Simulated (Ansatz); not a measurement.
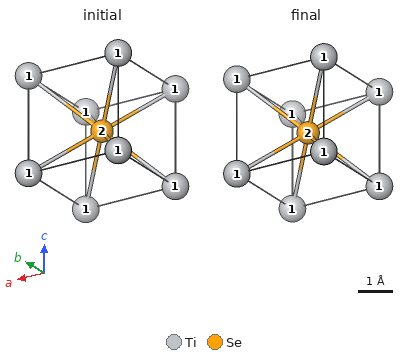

The structure of crystalline TiSe (a generated structure, set up in Pm-3m) before (left) and after (right) a relaxation, at one scale.

Style: ball-and-stick. Shown: the cell of the calculation, from a free direction.

The run lets cell and atoms move.

The calculation used Ansatz, Kohn-Sham DFT of a periodic cell, PBEsol with D3(BJ), Ansatz PAW.

Input file:
```yaml
crystal:
  lattice:
    - [3.20359, 0.0, 0.0]
    - [0.0, 3.20359, 0.0]
    - [0.0, 0.0, 3.20359]
  atoms:
    - { symbol: Ti, position: [0.0, 0.0, 0.0] }
    - { symbol: Se, position: [0.5, 0.5, 0.5] }
hamiltonian:
  xc: pbesol
  pseudopotentials: { kind: paw }
  dispersion: d3bj
kpoints:
  mp_grid: { grid: [8, 8, 8] }
scf:
  occupations: { method: fermi_dirac, width: 0.05 }
output:
  forces: true
  stress: true
  eigenvalues: true
relax:
  f_tol: 0.01
  max_steps: 40
  cell: { stress_tol: 0.05 }
```

Run as
```bash
ansatz run input.yaml --threads 2 --pin off --max-ram 5632MiB --backend cpu --events-out ev --progress --plain --runs-dir out
```

### Summarise the run.

The atoms keep their places relative to the cell (all moves are under 0.005 Å). Cell: a = b = c 3.204 → 3.108 Å (−3.0 %). Volume −8.7 %. Among the contacts that change: Ti1–Ti1 3.204 → 3.108 Å, Ti1–Se2 2.774 → 2.692 Å. The space group stays Pm-3m (No. 221). The energy falls by 52.7 meV per atom in 4 accepted moves (5 points after the start). All forces vanish by symmetry, so only the cell relaxes. The pressure goes from −10.89 to 0.01 GPa. At 1 point the geometry stayed and the basis and grid were re-selected for the new cell (energy shift of 0.2 meV per atom at most each time).
